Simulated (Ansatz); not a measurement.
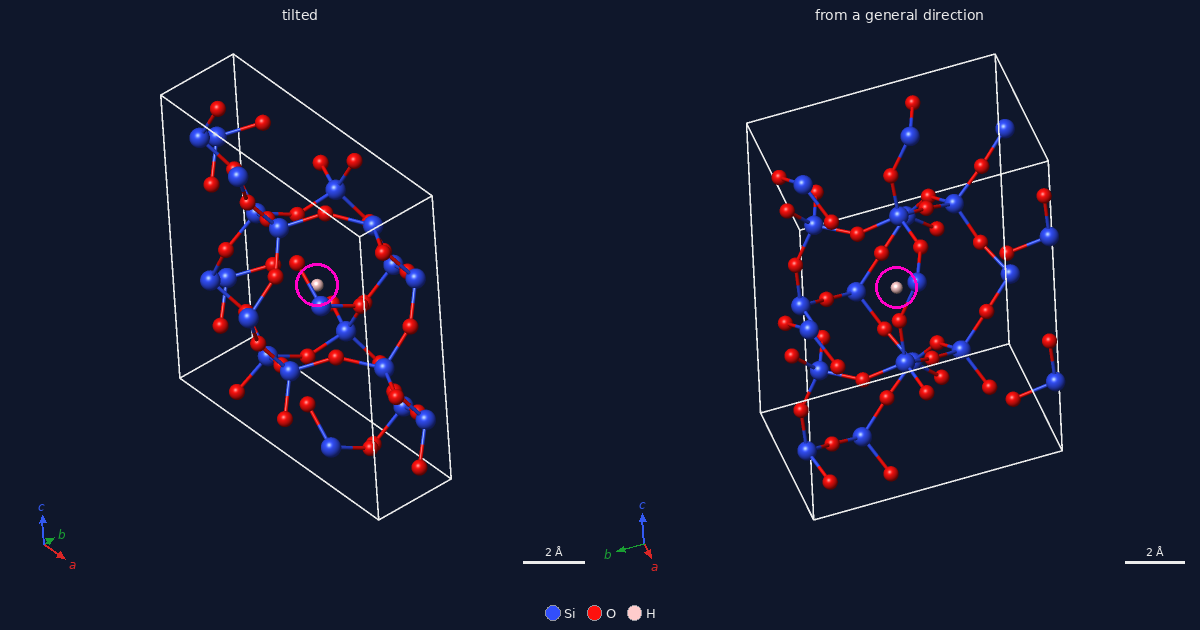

The image is a ball-and-stick drawing of a crystal, viewed slightly off an axis and from a general direction. Lines trace the edges of the supercell. The host is SiO2, in a cell of 48 sites, and the cell is neutral. A ring marks the defect's site.

> How does this supercell depart from the perfect host?

An interstitial hydrogen atom. It is bonded to no bonds drawn.

Results below were computed with Ansatz 0.2.0, DFT PBE, scalar-relativistic, plane waves, PAW; the settings were 420 eV cutoff, k-points on a 2×2×2 grid, Gaussian smearing of 0.01 eV, collinear spins.

> Does the defect carry a magnetic moment?

Yes, 1.0 μB in the cell.

The atoms were relaxed in the host's cell with DFT PBE, scalar-relativistic, plane waves, PAW in Ansatz 0.2.0.
